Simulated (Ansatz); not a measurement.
# Geometry relaxation, with input and output: Al₂₄O₃₅ (charge +2) (part 1 of 4)

Al₂₄O₃₅ (defect cell, 59 atoms in the cell, total charge +2), computed with DFT PBE, scalar-relativistic, plane waves, PAW, no spin polarisation (Ansatz 0.2.0).

The structure derives from an entry of the Crystallography Open Database.

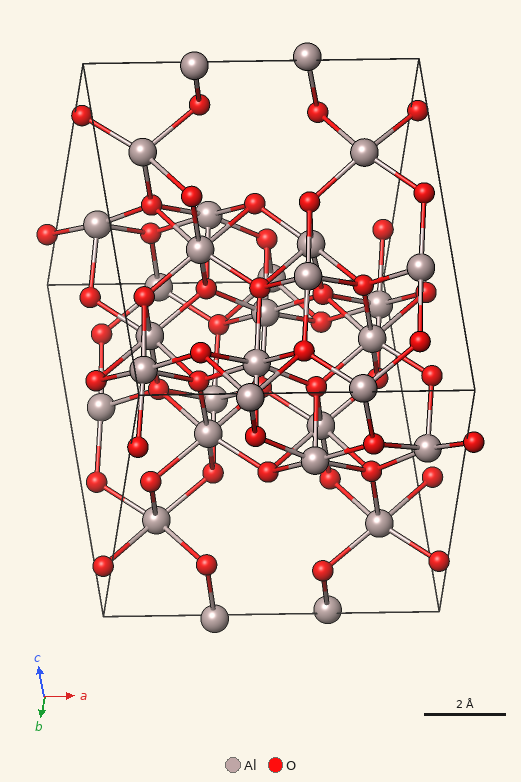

**Figure 1.** The structure as given in the input (ball-and-stick view of the cell of the calculation, seen at an oblique angle). An atom can appear more than once, as a periodic image. Near neighbours in the periodic cell (some may lie outside the picture): Al has 6 O at 1.86 to 2.04 Å; Al has 5 O at 1.81 to 1.99 Å; O has 4 Al at 1.81 to 2.04 Å.

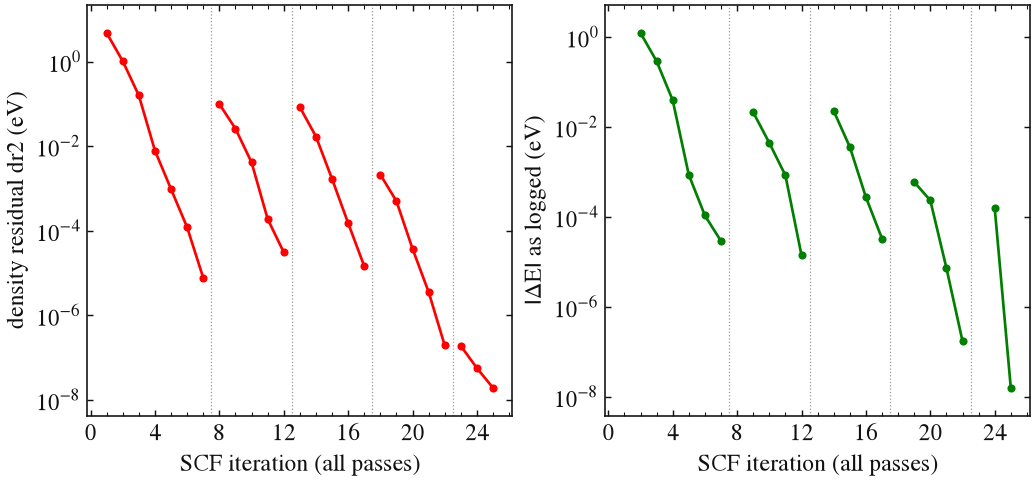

**Figure 2.** Convergence of the self-consistent field: density residual dr2 and size of the energy change against the SCF iteration. The dotted lines part the SCF passes of the relaxation: geometry steps, rejected trials and re-solves on a re-selected basis. The 5 passes take 3 to 7 iterations each, 25 in all.

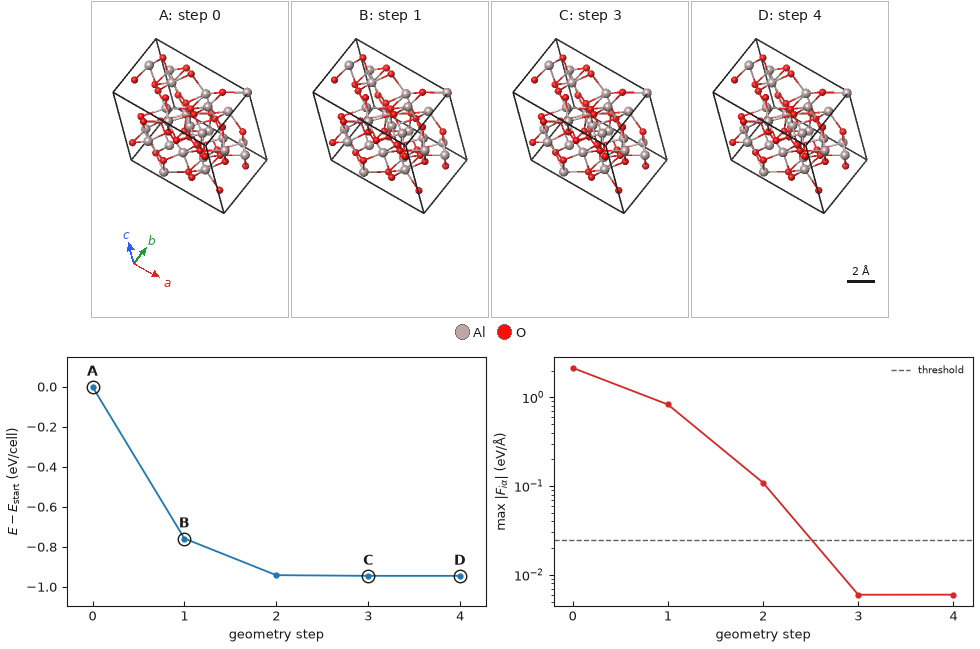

**Figure 3.** Frames of the relaxation (ball-and-stick view of the cell of the calculation (origin shifted), seen at an oblique angle) above the curves, on which the letters mark them (the first geometry is step 0 here and step 1 in the log).

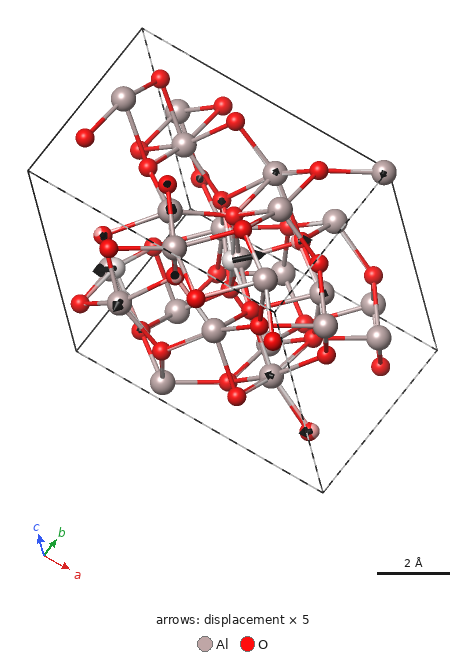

**Figure 4.** Start (faint) and end (solid) with the displacements as black arrows, magnified 5 times (ball-and-stick view of the cell of the calculation (origin shifted), seen at an oblique angle). The energy falls by 0.945 eV per cell of the calculation in 4 geometry steps. The largest force component goes from 2.1 to 0.006 eV/Å. The atom that moves furthest is Al24 (0.19 Å). Largest moves by element: Al 0.19 Å, O 0.08 Å. The cell stays as it was. Among the contacts that change: Al24–O57 1.918 → 1.804 Å, Al13–O53 1.899 → 1.804 Å, Al18–O57 2.015 → 2.061 Å, Al17–O40 1.930 → 1.974 Å. Among the angles that change: Al9–O43–Al24 100.6° → 110.4°, O31–Al3–O44 157.6° → 149.9°, O36–Al13–O53 94.4° → 101.3°. (Atoms are counted from 1 in the order of the input.)

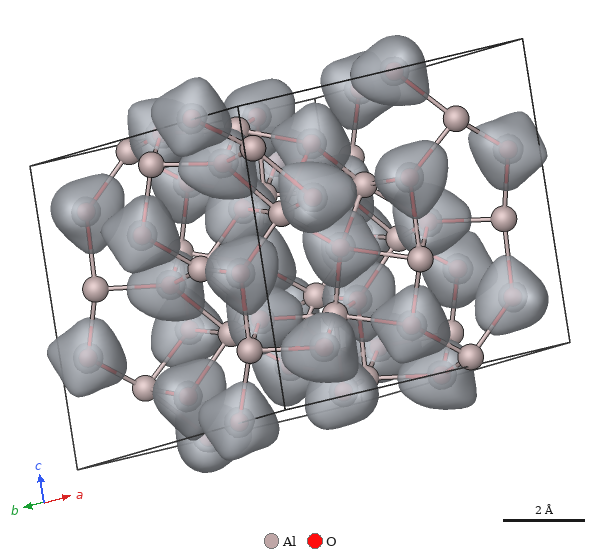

**Figure 5.** Isosurface of the ELF at 0.7 (grey), seen at an oblique angle. Core shells and regions of very low density are left out. Sticks mark near contacts. The outline is the calculation cell. Values along the shortest contacts: Al–O (1.77 Å): the ELF is about 0.85 at the midpoint. Al–O (1.83 Å): the ELF is about 0.80 at the midpoint. The fields are those of the smooth PAW valence density.

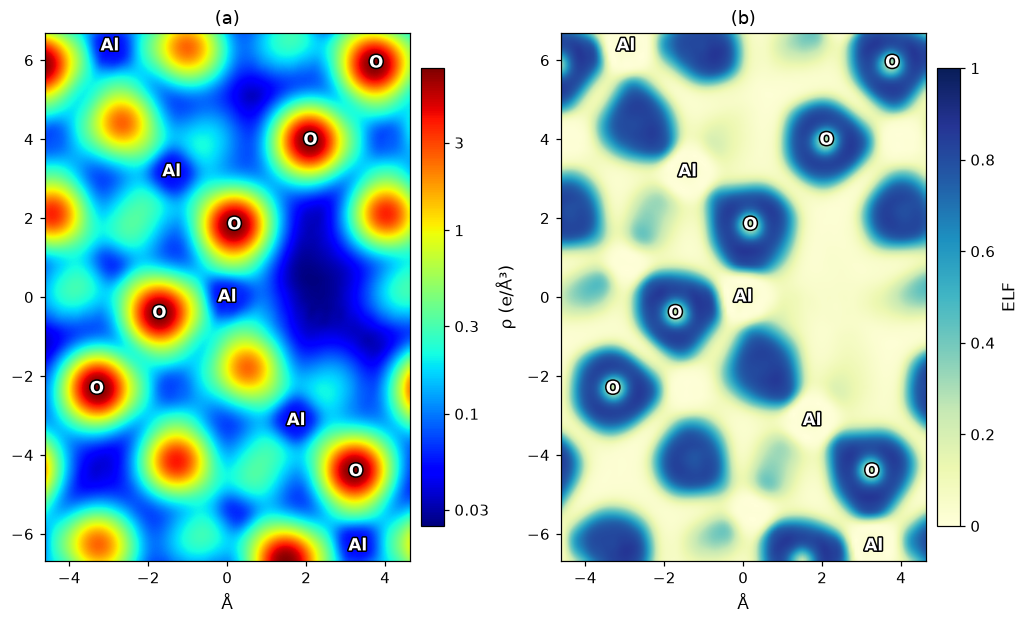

**Figure 6.** (a) valence electron density; (b) electron localisation function on the (101) plane of the calculation cell. Al–O (1.77 Å): ρ at the midpoint is about 0.76 e/Å³; the ELF is about 0.85 at the midpoint. Al–O (1.84 Å): ρ is about 0.68 e/Å³ halfway; the ELF is about 0.85 at the midpoint. Al–O (1.88 Å): ρ is about 0.61 e/Å³ halfway; the ELF is about 0.80 at the midpoint. Al–O (1.99 Å): ρ is about 0.49 e/Å³ halfway; the ELF is about 0.75 at the midpoint. Away from the nuclei the density in this plane falls to 0.02 e/Å³ at its lowest.

The input that produced these results follows, with the program's output.

Input file:
```yaml
crystal:
  lattice:
    - [0.0, 8.3289290079, 0.0]
    - [7.2130641072, -1.3881548346, -4.374498418]
    - [-7.2130641072, -1.3881548346, -4.374498418]
  atoms:
    - { symbol: Al, position: [0.8239399832, 0.8042450951, 0.1379461622] }
    - { symbol: Al, position: [0.3247257268, 0.6378613945, 0.3049699787] }
    - { symbol: Al, position: [0.8185084965, 0.1265341177, 0.8040202955] }
    - { symbol: Al, position: [0.323611239, 0.9731285322, 0.9708864563] }
    - { symbol: Al, position: [0.8229771765, 0.4718493585, 0.4733851804] }
    - { symbol: Al, position: [0.3202697496, 0.3041387016, 0.6372643483] }
    - { symbol: Al, position: [0.9252862489, 0.1116276664, 0.445326505] }
    - { symbol: Al, position: [0.4245037622, 0.9446008949, 0.6117086405] }
    - { symbol: Al, position: [0.9270791711, 0.4467997928, 0.1241749165] }
    - { symbol: Al, position: [0.4256183212, 0.2786883154, 0.2764471338] }
    - { symbol: Al, position: [0.9262502573, 0.7761894046, 0.7777242318] }
    - { symbol: Al, position: [0.4289575929, 0.6123043941, 0.9454282866] }
    - { symbol: Al, position: [0.6634426182, 0.3545135129, 0.6826034893] }
    - { symbol: Al, position: [0.1751752504, 0.1962134961, 0.8614270443] }
    - { symbol: Al, position: [0.6754743022, 0.6941591846, 0.3617447609] }
    - { symbol: Al, position: [0.176532001, 0.5282309055, 0.5288717449] }
    - { symbol: Al, position: [0.675303916, 0.0271357404, 0.0286080485] }
    - { symbol: Al, position: [0.1764817778, 0.8653596829, 0.1984150579] }
    - { symbol: Al, position: [0.5727455714, 0.0511577058, 0.3842140426] }
    - { symbol: Al, position: [0.0737537857, 0.8878240977, 0.5554110932] }
    - { symbol: Al, position: [0.574052563, 0.3881415734, 0.053357724] }
    - { symbol: Al, position: [0.0739225054, 0.2209614767, 0.2224354576] }
    - { symbol: Al, position: [0.5726938552, 0.7206994846, 0.7213389751] }
    - { symbol: Al, position: [0.0841703771, 0.5640986167, 0.8897290637] }
    - { symbol: O, position: [0.3746138014, 0.227414468, 0.0221570942] }
    - { symbol: O, position: [0.874613102, 0.7266404513, 0.5229322763] }
    - { symbol: O, position: [0.3746136618, 0.5599093295, 0.6896641014] }
    - { symbol: O, position: [0.8746143192, 0.0605448864, 0.1890255297] }
    - { symbol: O, position: [0.3746135141, 0.8931208151, 0.3564494819] }
    - { symbol: O, position: [0.5279825768, 0.406518268, 0.8411483638] }
    - { symbol: O, position: [0.0237457686, 0.2448760758, 0.0064220915] }
    - { symbol: O, position: [0.5280014208, 0.7408650817, 0.5096407963] }
    - { symbol: O, position: [0.0283010325, 0.5741179316, 0.6778304837] }
    - { symbol: O, position: [0.5285654153, 0.0752425155, 0.1757772196] }
    - { symbol: O, position: [0.0273116099, 0.9075301272, 0.3433858208] }
    - { symbol: O, position: [0.7209270793, 0.5717426963, 0.6754549403] }
    - { symbol: O, position: [0.2212447384, 0.4084232824, 0.8430522392] }
    - { symbol: O, position: [0.7219158531, 0.9061876749, 0.3420418174] }
    - { symbol: O, position: [0.2212269859, 0.7399344145, 0.5087091563] }
    - { symbol: O, position: [0.7254792514, 0.2431522846, 0.0046993346] }
    - { symbol: O, position: [0.2206644378, 0.0737984743, 0.1743344661] }
    - { symbol: O, position: [0.6254053038, 0.7727783806, 0.9771329298] }
    - { symbol: O, position: [0.1225327622, 0.6042242121, 0.1411054238] }
    - { symbol: O, position: [0.6266893458, 0.1084628145, 0.6453458209] }
    - { symbol: O, position: [0.1232963294, 0.9404310587, 0.8105361406] }
    - { symbol: O, position: [0.6259308488, 0.439038638, 0.3091447499] }
    - { symbol: O, position: [0.1238236585, 0.2724395666, 0.4767919568] }
    - { symbol: O, position: [0.9716110554, 0.7558454082, 0.9894338711] }
    - { symbol: O, position: [0.4730413702, 0.5924597044, 0.1569368067] }
    - { symbol: O, position: [0.9692878552, 0.097039613, 0.6599994685] }
    - { symbol: O, position: [0.4727335378, 0.9271394213, 0.8243362367] }
    - { symbol: O, position: [0.9719498897, 0.4253019251, 0.3279649935] }
    - { symbol: O, position: [0.4685527229, 0.2569430623, 0.4879949241] }
    - { symbol: O, position: [0.7799381702, 0.5895708327, 0.1525336562] }
    - { symbol: O, position: [0.2764952517, 0.425239244, 0.322432371] }
    - { symbol: O, position: [0.7772769918, 0.921610237, 0.8242711417] }
    - { symbol: O, position: [0.2806770816, 0.7615796246, 0.9926306054] }
    - { symbol: O, position: [0.7776180948, 0.2601380039, 0.4937283565] }
    - { symbol: O, position: [0.2761864561, 0.0926348003, 0.6571125034] }
  host:
    lattice:
      - [2.4043547024, 1.3881548346, 4.374498418]
      - [-2.4043547024, 1.3881548346, 4.374498418]
      - [0.0, -2.7763096693, 4.374498418]
    atoms:
      - { symbol: Al, position: [0.352145352, 0.352145352, 0.352145352] }
      - { symbol: Al, position: [0.147854648, 0.147854648, 0.147854648] }
      - { symbol: Al, position: [0.647854648, 0.647854648, 0.647854648] }
      - { symbol: Al, position: [0.852145352, 0.852145352, 0.852145352] }
      - { symbol: O, position: [0.5561715154, 0.9438284846, 0.25] }
      - { symbol: O, position: [0.25, 0.5561715154, 0.9438284846] }
      - { symbol: O, position: [0.9438284846, 0.25, 0.5561715154] }
      - { symbol: O, position: [0.4438284846, 0.0561715154, 0.75] }
      - { symbol: O, position: [0.75, 0.4438284846, 0.0561715154] }
      - { symbol: O, position: [0.0561715154, 0.75, 0.4438284846] }
total_charge: 2
basis:
  ecutwfc: 420
  xc_grid: 2
kpoints:
  mp_grid: { grid: [2, 2, 2], shift: [0.5, 0.5, 0.5] }
hamiltonian:
  xc: pbe
scf:
  occupations: { method: gaussian, width: 0.01 }
output:
  forces: true
  stress: false
  eigenvalues: true
  charged_corrections:
    defect_position: [0.875, 0.39372384, 0.85627616]
    epsilon: [[10.1759, 0.0, 0.0], [0.0, 10.1759, 0.0], [0.0, 0.0, 12.5375]]
  write_density: true
  write_potential: true
  elf: true
  volumetric_format: npy
relax:
  adjacent_minimum: "off"
  f_tol: 0.025
  max_steps: 60
```

Command:
```bash
ansatz run input.yaml --threads 8 --pin off --max-ram 22528MiB --backend cpu --events-out ev --progress --plain --runs-dir out
```

The program's output:
```
Engine: ansatz 0.2.0, x86_64-unknown-linux-gnu
Pseudopotentials: kind: paw
Pseudopotential: Al, paw, valence charge 3, recommended cutoff 420 eV (normal), Al.paw.azcp
Pseudopotential: O, paw, valence charge 6, recommended cutoff 420 eV (normal), O.paw.azcp
Functional definition: PBE
  parameter kappa = 0.804
  parameter beta = 0.06672455060314922
  exchange = pbe_x(kappa = kappa, mu = beta*pi^2/3)
  correlation = pbe_c(beta = beta)
Crystal: 59 atoms, lattice volume = 525.614 Å³
Basis set: ecut = 420 eV, 10293 PW (Γ), exchange–correlation on 120×120×120 points (8 copies of the dense FFT grid, shifted against one another)
Bands: 199, of which v1, the nominal top of the filled ones, is band 140 counted from 1 (139 counted from 0)
Symmetry: 1 space group operations
Space group: P1 (ITA 1), of the structure as read, at distance tolerance 8.1e-5 Å
k-points: 4 of 8 (time reversal used)
Non-local potential: Al, projectors of the file, l = 0: 2, l = 1: 2, l = 2: 1
Non-local potential: O, projectors of the file, l = 0: 2, l = 1: 2, l = 2: 1
PAW form: soft (Blöchl's): semilocal exchange-correlation on the pseudo side does not see the compensation charge
PAW one-centre angular grid: Al, 110 points (default); XC on 64 Gauss nodes
PAW one-centre angular grid: O, 110 points (default); XC on 64 Gauss nodes
Initial density: superposition of atomic densities (neutral atoms scaled as one to the charged cell's electrons: chi_scale 0, normalization atom), corrected by the library's trained network
Initial wavefunctions: pseudopotential atomic-orbital guess
Functional: x = pbe(κ = 0.804, μ = 0.2195149727645171), c = pbe(β = 0.06672455060314922)
SCF iter   1: F=—  HF=-32867.078571 eV  |F-HF|=—  |Δ(HF+E_count)|=         —  Δρ=2.00e-2  dr2=4.78e0  ethr=1.77e-3  ⟨swp⟩=7.0  Hψ=3718  notcnv=0  defer=75
preconditioner: auto → Resta (q_TF=auto, 2.456 Å⁻¹)  ε∞=3.5  [insulator: Δε(μ)=3.799 eV  Ē_g=17.084 eV  σ=0.010 eV  W_gap=1.00  n_scr=130 (ndim 8)  ℏωp=27.1 eV  f_vac=0.000  D(μ)=0.00/eV (n_scr^D=0)  ε∞_Penn≈3.5]
SCF iter   2: F=—  HF=-32865.841340 eV  |F-HF|=—  |Δ(HF+E_count)|=    1.24e0  Δρ=7.22e-3  dr2=1.03e0  ethr=1.71e-3  ⟨swp⟩=3.0  Hψ=1314  notcnv=0  defer=214
SCF iter   3: F=—  HF=-32865.549158 eV  |F-HF|=—  |Δ(HF+E_count)|=   2.92e-1  Δρ=3.73e-3  dr2=1.59e-1  ethr=3.69e-4  ⟨swp⟩=3.5  Hψ=965  notcnv=0  defer=214
SCF iter   4: F=—  HF=-32865.509647 eV  |F-HF|=—  |Δ(HF+E_count)|=   3.95e-2  Δρ=1.12e-3  dr2=7.90e-3  ethr=5.68e-5  ⟨swp⟩=3.2  Hψ=1028  notcnv=0  defer=214
SCF iter   5: F=—  HF=-32865.510511 eV  |F-HF|=—  |Δ(HF+E_count)|=   8.65e-4  Δρ=4.85e-4  dr2=9.69e-4  ethr=2.82e-6  ⟨swp⟩=2.0  Hψ=1268  notcnv=0  defer=214
SCF iter   6: F=—  HF=-32865.510403 eV  |F-HF|=—  |Δ(HF+E_count)|=   1.08e-4  Δρ=1.55e-4  dr2=1.21e-4  ethr=3.46e-7  ⟨swp⟩=2.0  Hψ=1152  notcnv=0  defer=214
SCF iter   7: F=-32865.510429 eV  HF=-32865.510433 eV  |F-HF|=3.37e-6  |Δ(HF+E_count)|=   2.91e-5  Δρ=2.95e-5  dr2=7.71e-6  ethr=5.58e-9  ⟨swp⟩=22.0  Hψ=8602  notcnv=0
SCF 1 converged in 7 iterations: F = -32865.510429 eV  dr2 = 7.71e-6
  greatest PAW one-centre occupation: 0.860 electrons in one spin orbital (limit 2), on the O atom at site 57 (counted from 0), in its partial waves of l = 0
relax step   1: F+E_penalty+E_count = -32865.51042918 eV  Δ(F+E_penalty+E_count) = +0.000e0 eV  max|allowed force component| = 2.145e0 eV/Å  Δτ_max = 0.0000 Å  (7 SCF iters, dr2 threshold 1.56e-5 eV, accepted)
Initial density: handed on by an earlier stage of this run
Initial wavefunctions: those handed on with the density
iter 1 solved again at ethr=3.54e-5 eV; its pass at ethr=3.10e-3 eV (dr2=9.91e-2 eV) is discarded
```
